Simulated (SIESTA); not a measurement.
System: AlPt, space group Pm-3m (No. 221).

Structure:
```xyz
2
Lattice="3.0915 0.0000 0.0000 0.0000 3.0915 0.0000 0.0000 0.0000 3.0915" Properties=species:S:1:pos:R:3 pbc="T T T"
Pt    1.5458    1.5458    1.5458
Al    0.0000    0.0000    0.0000
```

Computed with SIESTA 5.4.2: DFT in numerical atomic orbitals with pseudopotentials, no spin polarisation; energies at scaled volumes of the given cell, shape and fractions fixed, counted from the fit's minimum, third-order Birch-Murnaghan fit. Level: LDA.

- k mesh: 9×9×9
- occupations: Fermi–Dirac
- smearing width: 0.05 eV
- potentials: PseudoDojo 0.4 standard, converted to PSML, two zetas on semicore shells
- program settings: basis DZP, mesh cutoff 800 Ry

Predict the energy and pressure against volume. The volume takes the values 13.89, 14.18, 14.48, 14.77, 15.07, 15.36, 15.66 Å³/atom.

A third-order Birch–Murnaghan fit gives V0 = 14.04 Å³/atom, B0 = 217 GPa and B′ = 4.9. The energy rises from 1 meV/atom at volume 13.89 Å³/atom to 103 meV/atom at 15.66 Å³/atom. The pressure falls from 2.33 GPa at volume 13.89 Å³/atom to −18.19 GPa at 15.66 Å³/atom, and changes sign near 14.04 Å³/atom.

```json
{"volume (Å³/atom)": "13.89", "energy (meV/atom)": "1", "pressure (GPa)": "2.33"}
{"volume (Å³/atom)": "14.18", "energy (meV/atom)": "1", "pressure (GPa)": "-2.16"}
{"volume (Å³/atom)": "14.48", "energy (meV/atom)": "9", "pressure (GPa)": "-6.25"}
{"volume (Å³/atom)": "14.77", "energy (meV/atom)": "24", "pressure (GPa)": "-9.85"}
{"volume (Å³/atom)": "15.07", "energy (meV/atom)": "45", "pressure (GPa)": "-12.98"}
{"volume (Å³/atom)": "15.36", "energy (meV/atom)": "72", "pressure (GPa)": "-15.77"}
{"volume (Å³/atom)": "15.66", "energy (meV/atom)": "103", "pressure (GPa)": "-18.19"}
```

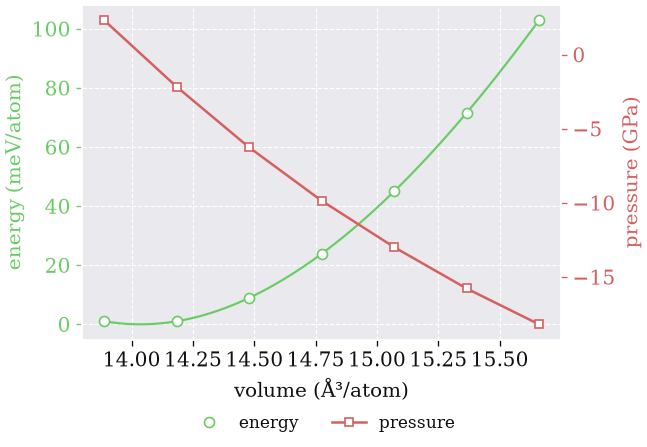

Keep in mind: mulliken charges of long orbitals; short basis over semicore shells; spin-orbit coupling left out, heavy elements.
